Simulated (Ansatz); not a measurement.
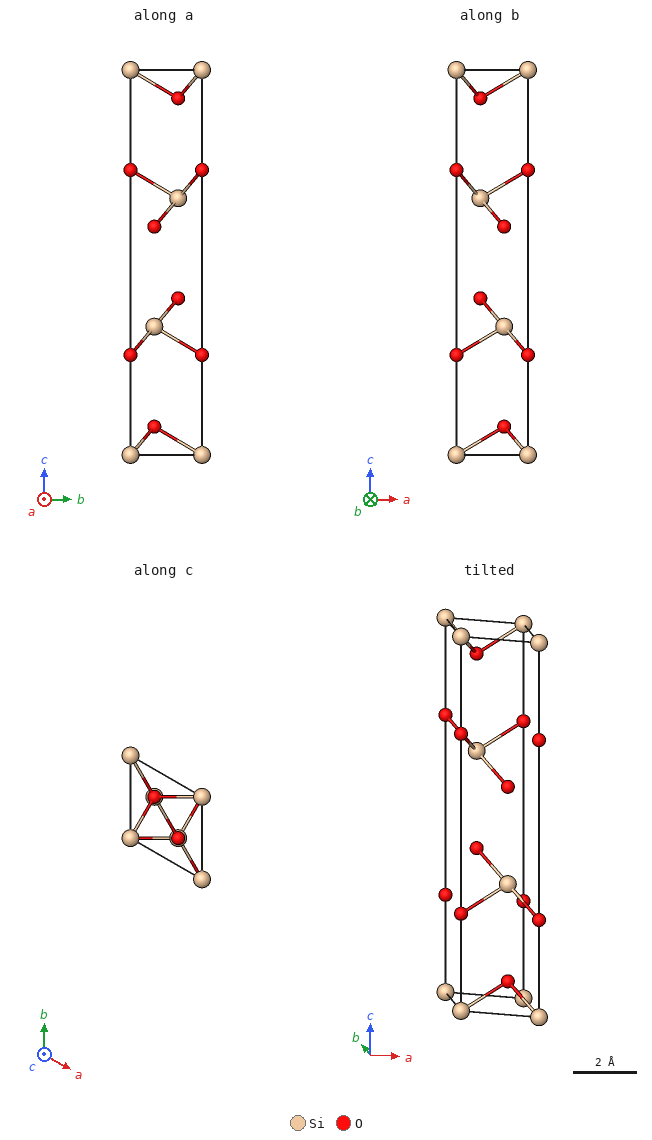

The figure gives a ball-and-stick picture of the atoms, viewed along the a axis, along the b axis, along the c axis and slightly off an axis. Atoms at the boundary of the conventional unit cell (the box) are drawn once for each face, edge or corner they touch.

Lattice parameters: a = 2.654 Å, b = 2.654 Å, c = 12.376 Å, α = 90.00°, β = 90.00°, γ = 120.00°.

Record the structure as a table of Wyckoff sites, with free fractional coordinates to two decimals.

Answer. Space group R-3m:H (No. 166).
| atom | site | x | y | z |
| --- | --- | --- | --- | --- |
| Si | 3a | 0.00 | 0.00 | 0.00 |
| O | 6c | 0.00 | 0.00 | 0.26 |

Starting structure: a structure type filled with these elements by a generator (whether the compound takes this form wasn't checked). It was relaxed at fixed volume with DFT PBE+D3(BJ), scalar-relativistic, plane waves, PAW (Ansatz).

At this level of theory the cell isn't at rest (compressed, at 11 GPa), so its distances can differ from those at equilibrium, the more so the softer the solid.
